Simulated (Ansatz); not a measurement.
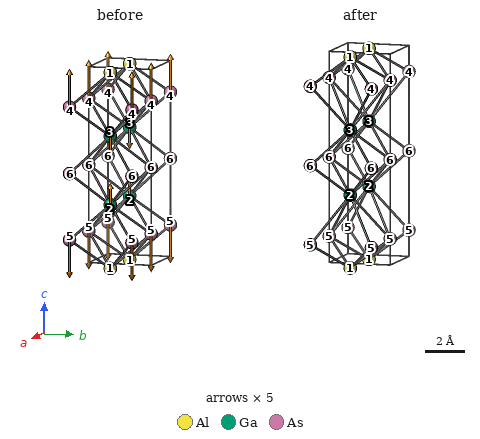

The structure of solid AlGa₂As₃ (a generated structure, set up in P4/mmm) (coarse preliminary run) before (left) and after (right) a relaxation, at one scale. The orange arrows give the displacements (the part carried along by the change of the cell is left out), magnified 5 times.

A ball-and-stick model of the cell of the calculation, repeated 2 × 1 × 1 with one cell outlined, seen slightly off an axis.

Computed with DFT PBE, scalar-relativistic, plane waves, PAW in Ansatz. Settings: plane-wave cutoff 420 eV; k-point mesh 6 × 6 × 2; occupations gaussian; smearing width 0.1 eV; no spin polarisation; cell and atoms relaxed; force threshold 0.04 eV/Å; at most 70 steps.

### What changed between the two?

The largest moves relative to the cell, 0.41 Å, are those of As4 and As5. As4 goes along +c. Largest moves by element: As 0.41 Å, Ga 0.23 Å. Al stays in place. The volume changes by +2.8 %, with a = b 3.397 → 3.318 Å (−2.3 %), c 10.286 → 11.083 Å (+7.8 %). Among the contacts that change: As4–As5 3.311 → 2.756 Å, Ga2–As5 2.935 → 3.394 Å, Al1–As4 2.917 → 2.721 Å, Ga2–As6 3.003 → 2.903 Å. Bond angles that change, for instance: Al1–As5–Al1 110.9° → 119.1°, Al1–As5–Al1 71.2° → 75.1°. The space group stays P4/mmm (No. 123). The energy falls by 46.0 meV per atom in 6 accepted moves (7 points after the start). The largest force component goes from 0.47 to 0.018 eV/Å. Pressure: −3.56 GPa at the start and −0.04 GPa at the end. At 1 point the geometry stayed and the basis and grid were re-selected for the new cell (energy shift of 0.3 meV per atom at most each time). Cost: 110 s on 1 thread of AMD EPYC (Zen 3), on a shared host, peak memory 0.46 GiB.
